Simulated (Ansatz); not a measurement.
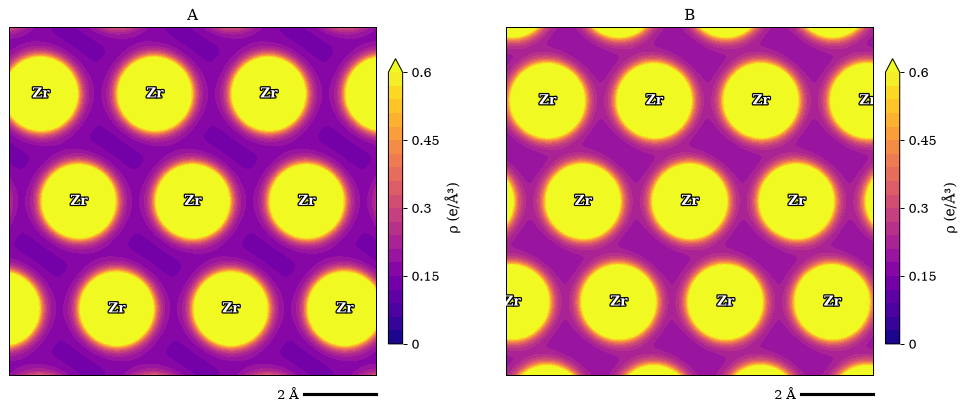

Zr. The valence electron density of two cells that differ in size, on the (100) plane of each (indices in the axes of the calculation cell), at one length scale and on one colour scale: A has 23.8 Å³ an atom and B 19.5.

Method: DFT, LDA (PW92), plane waves (420 eV) with PAW, scalar-relativistic (Ansatz 0.2.0).

The density is the valence pseudo-density of a PAW calculation; it isn't the true density close to the nuclei.

The larger cell:

```xyz
1
Lattice="-1.8109 1.8109 1.8109 1.8109 -1.8109 1.8109 1.8109 1.8109 -1.8109" Properties=species:S:1:pos:R:3 pbc="T T T"
Zr    0.0000    0.0000    0.0000
```

The smaller cell: a = 2.938 Å, b = 2.938 Å, c = 2.938 Å, α = 109.47°, β = 109.47°, γ = 109.47°.

Q: What changes from the larger cell to the smaller?

A: From the larger cell to the smaller, Zr–Zr goes from 3.14 to 2.94 Å, and the density at its midpoint from 0.17 to 0.23 e/Å³; the pressure goes from −9 to 9 GPa.
